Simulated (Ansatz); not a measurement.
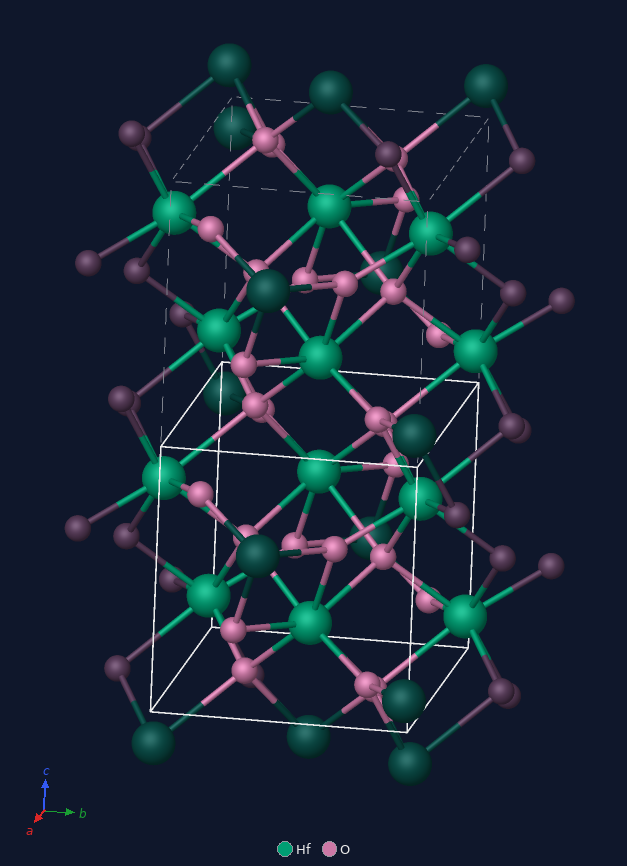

The crystal in a ball-and-stick representation, seen slightly off an axis. A 1×1×2 array of cells is drawn; the conventional unit cell has the solid edges. Bonds that leave the box are completed with the atoms at their other ends, in fainter colours.

HfO2, space group P2_1/c (No. 14), a = 5.22 Å, b = 5.29 Å, c = 5.40 Å, α = 90.00°, β = 99.46°, γ = 90.00°.

Setup: Ansatz, DFT, HSE06, plane waves, PAW; 420 eV cutoff, k-points about 0.31 Å⁻¹ apart, no spin polarisation.

Classify it as metallic or gapped, with the value.

Answer. An insulator at this level, with a gap of 5.71 eV, indirect; the smallest direct gap is 5.79 eV.

Give the pressure and its sign.

Answer. The computed pressure is -11.5 GPa (stretched: it would shrink). The stress isn't hydrostatic: its largest component is 12.9 GPa.

Source of the structure: a structure listed in the Materials Project. The cell was then strained or its atoms displaced on purpose. It went into a calculation with Ansatz.

At this level of theory the cell isn't at rest (stretched, at -11 GPa), so its distances can differ from those at equilibrium, the more so the softer the solid.
